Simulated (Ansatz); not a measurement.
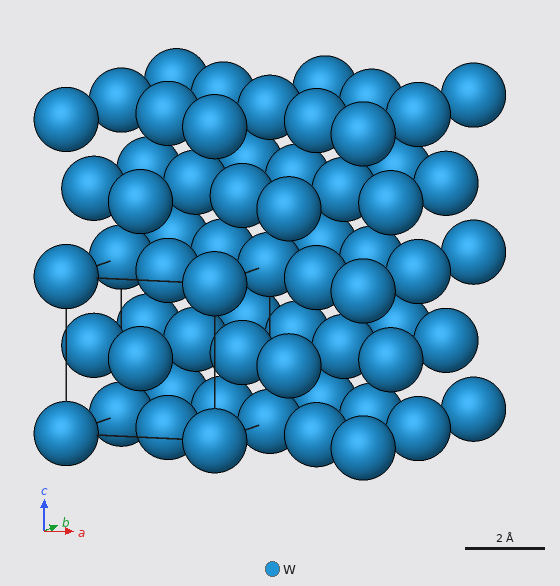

The starting point is a symmetric starting cell of W. The picture is a spheres-only view of the conventional cell (4 times the calculation's cell), repeated 2 × 2 × 2 with one cell outlined, seen slightly off an axis. Lengths and directions refer to the drawn axes.

The calculation used DFT PBEsol, scalar-relativistic, plane waves, PAW (Ansatz). Set-up: plane-wave cutoff 420 eV; k-point mesh 18 × 18 × 18; occupations gaussian; smearing width 0.1 eV; no spin polarisation.

Change: All lengths are scaled by +5.0 % (volume +15.7 %), the atoms keeping their fractional coordinates. No relaxation follows. The starting cell wasn't computed here and needn't be at equilibrium, so pressure and forces aren't due to the change alone.

Q: What does the calculation give for the changed structure?

A: The pressure is −38.9 GPa (not all of it need come from the change, since the unchanged cell can be under pressure at this level too). All forces vanish by symmetry. Near-neighbour distances before and after: W–W 2.871 → 3.013 Å. The space group stays Fm-3m (No. 225).

The changed structure in the same view:

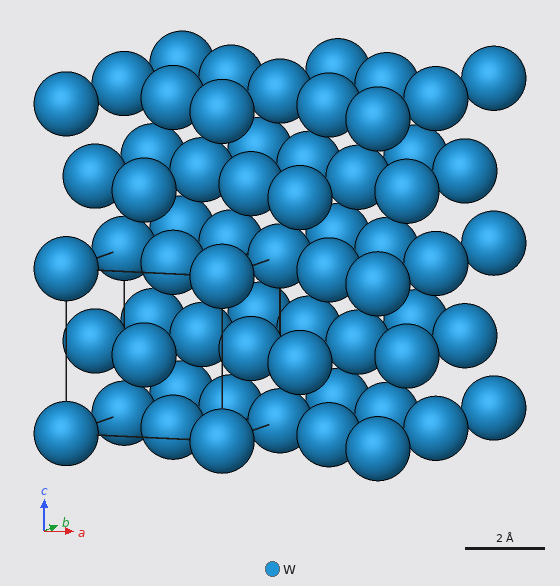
